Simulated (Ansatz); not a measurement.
System: InPd, space group Pm-3m (No. 221).

Starting cell:
```xyz
2
Lattice="3.2719 0.0000 0.0000 0.0000 3.2719 0.0000 0.0000 0.0000 3.2719" Properties=species:S:1:pos:R:3 pbc="T T T"
In    0.0000    0.0000    0.0000
Pd    1.6359    1.6359    1.6359
```

Method: all-electron LAPW DFT, no spin polarisation; energies at scaled volumes of the given cell, shape and fractions fixed, counted from the fit's minimum, third-order Birch-Murnaghan fit (Ansatz 0.2.0). Level: PBEsol.

| setting | value |
| --- | --- |
| k mesh | 8×8×8 |
| occupations | Fermi–Dirac |
| smearing width | 0.05 eV |
| potentials | all electron LAPW, scalar relativistic |
| program settings | basis error eV/atom 0.0005 |

Predict the energy and pressure against volume. The volume takes the values 16.46, 16.81, 17.16, 17.51, 17.86, 18.21, 18.56 Å³/atom.

A third-order Birch–Murnaghan fit gives V0 = 17.12 Å³/atom, B0 = 138 GPa and B′ = 5.5. The energy is 11.71 meV/atom at volume 16.46 Å³/atom and 44.36 meV/atom at 18.56 Å³/atom; the lowest computed point is at volume 17.16 Å³/atom (0.06 meV/atom), and no other minimum shows. The pressure falls from 5.99 GPa at volume 16.46 Å³/atom to −8.97 GPa at 18.56 Å³/atom, and changes sign near 17.12 Å³/atom.

```csv
volume (Å³/atom),energy (meV/atom),pressure (GPa)
16.46,11.71,5.99
16.81,2.40,2.59
17.16,0.06,-0.38
17.51,3.79,-2.97
17.86,12.84,-5.26
18.21,26.57,-7.26
18.56,44.36,-8.97
```

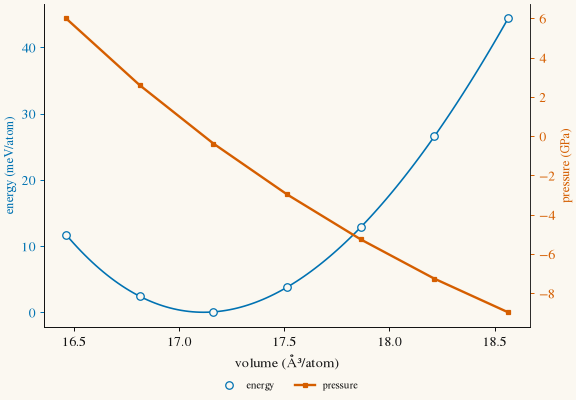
